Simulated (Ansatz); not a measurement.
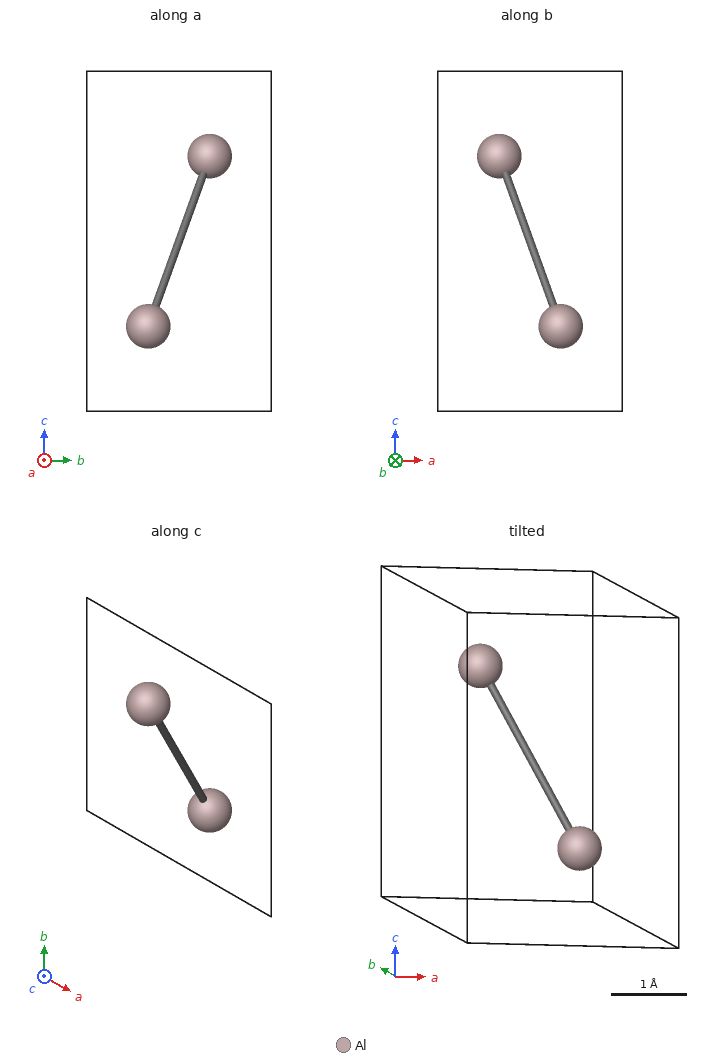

Shown here is a ball-and-stick view of the crystal, taken along the a axis, along the b axis, along the c axis and slightly off an axis. Thin lines show the conventional unit cell, with boundary atoms drawn in all their periodic places.

Lattice parameters: a = 2.874 Å, b = 2.874 Å, c = 4.595 Å, α = 90.00°, β = 90.00°, γ = 120.00°.

### Transcribe the picture into a table of Wyckoff sites.

Space group P6_3/mmc (No. 194).
```
atom  site       x       y       z
  Al    2d  0.3333  0.6667  0.7500
```

The structure comes from a structure type filled with this element by a generator (whether the element takes this form wasn't checked). Earlier steps of the study may have refined or changed the cell and positions. It went into a calculation with Ansatz.
